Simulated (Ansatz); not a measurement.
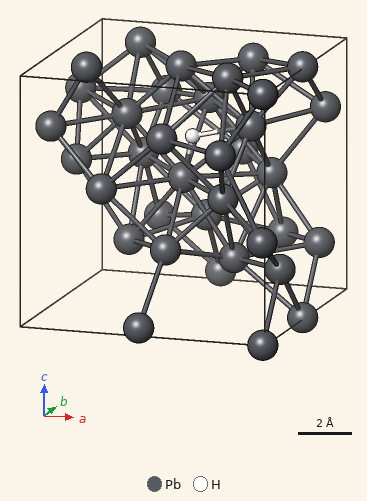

Starting frame of a dynamics run of Pb with an interstitial H (33 atoms in the cell). It starts from the last geometry of an earlier run, with fresh velocities. A ball-and-stick model of the simulation cell, seen slightly off an axis. Bonds to atoms that aren't drawn are left out.

These are results of DFT PBE-D3(BJ), scalar-relativistic, plane waves, PAW in Ansatz, not measurements.

Input file:
```yaml
accuracy: low
crystal:
  lattice:
    - [9.9, 0.0, 0.0]
    - [0.0, 9.9, 0.0]
    - [0.0, 0.0, 9.9]
  atoms:
    - { symbol: Pb, position: [0.48509276, -0.00205083, 0.03333122] }
    - { symbol: Pb, position: [0.75927787, 0.26557533, -0.01070628] }
    - { symbol: Pb, position: [0.74288696, -0.01293939, 0.20941156] }
    - { symbol: Pb, position: [-0.01306375, 0.01511716, -0.00138871] }
    - { symbol: Pb, position: [0.18731454, 0.2488554, -0.00737201] }
    - { symbol: Pb, position: [0.48998257, 0.50149711, -0.03684166] }
    - { symbol: Pb, position: [0.70805772, 0.7290152, -0.04155309] }
    - { symbol: Pb, position: [0.24725901, -0.03674528, 0.24538483] }
    - { symbol: Pb, position: [0.50923222, 0.25256698, 0.28797551] }
    - { symbol: Pb, position: [0.69947934, 0.5215561, 0.21058689] }
    - { symbol: Pb, position: [0.58342217, -0.02563069, 0.5321704] }
    - { symbol: Pb, position: [0.73243033, 0.28750518, 0.49942473] }
    - { symbol: Pb, position: [0.81525764, 0.00727446, 0.74249759] }
    - { symbol: Pb, position: [-0.01416454, 0.50388304, -0.00274329] }
    - { symbol: Pb, position: [0.24234238, 0.743505, -0.01636939] }
    - { symbol: Pb, position: [-0.0346899, 0.28902878, 0.23695897] }
    - { symbol: Pb, position: [0.26089495, 0.54950272, 0.24376681] }
    - { symbol: Pb, position: [0.50361128, 0.76920912, 0.31004747] }
    - { symbol: Pb, position: [-0.01512349, 0.00995285, 0.40792701] }
    - { symbol: Pb, position: [0.25229539, 0.23690674, 0.51529302] }
    - { symbol: Pb, position: [0.49386424, 0.51474433, 0.51669696] }
    - { symbol: Pb, position: [0.7729117, 0.76341898, 0.49979769] }
    - { symbol: Pb, position: [0.27069453, -0.02740367, 0.74053602] }
    - { symbol: Pb, position: [0.5201491, 0.17426351, 0.74889315] }
    - { symbol: Pb, position: [0.77559146, 0.50042939, 0.74613454] }
    - { symbol: Pb, position: [-0.01928709, 0.72113352, 0.24723869] }
    - { symbol: Pb, position: [0.04963869, 0.53861572, 0.55005318] }
    - { symbol: Pb, position: [0.24539016, 0.77031158, 0.53755041] }
    - { symbol: Pb, position: [0.02627327, 0.2963647, 0.73472802] }
    - { symbol: Pb, position: [0.26904598, 0.50046137, 0.75730383] }
    - { symbol: Pb, position: [0.51064203, 0.78113165, 0.77568685] }
    - { symbol: Pb, position: [-0.00136524, 0.7427684, 0.78446437] }
    - { symbol: H, position: [0.53508669, 0.50729924, 0.68626269] }
basis:
  ecutwfc: 420.0
kpoints:
  mp_grid: { grid: [1, 1, 1] }
hamiltonian:
  xc: pbe
  dispersion: d3bj
scf:
  occupations: { method: fermi_dirac, width: 0.15 }
  lower_state_search: "off"
md:
  timestep: 0.5
  n_steps: 300
  ensemble: nve
  temperature: 2100.0
  initial_velocities: maxwell_boltzmann
  seed: 818267
```

Launched with:
```bash
ansatz run input.yaml --threads 4 --pin off --max-ram 10240MiB --backend cpu --events-out ev --progress --plain --runs-dir out
```

What does the trajectory do?

Answer. The mean temperature in the second half is 1809 K (standard deviation 92 K). The potential energy is still drifting at the end, so the run hasn't reached equilibrium. The potential energy in the second half lies on average 36.5 meV per atom above the first frame. Root-mean-square distances from the starting positions over the second half, with the common drift of all atoms taken out: H 0.79 Å, Pb 0.49 Å. The run lasts only 150 fs, too short to tell vibration from diffusion.

Along the run (each row but the first and the last is the mean over the interval that it begins):

```csv
time (fs),potential energy (meV/atom),T (K)
0.0,0.0,2100
25.0,19.1,1947
50.0,43.0,1756
75.0,50.7,1695
100.0,33.6,1832
125.0,25.2,1899
150.0,29.0,1869
```

The paths of the atoms:

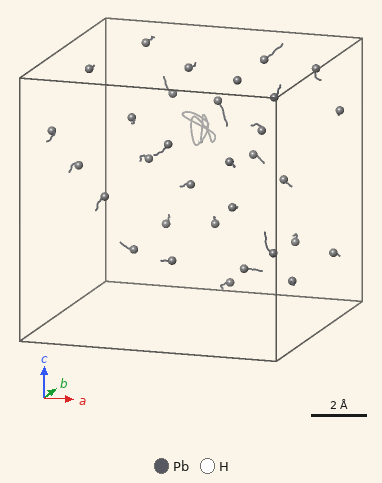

Limits of the set-up: the program's low-accuracy preset was used.

Cost: 14 min on 4 threads of AMD EPYC 7R13 Processor (Zen 3), with other jobs on the host, peak memory 1.3 GiB.
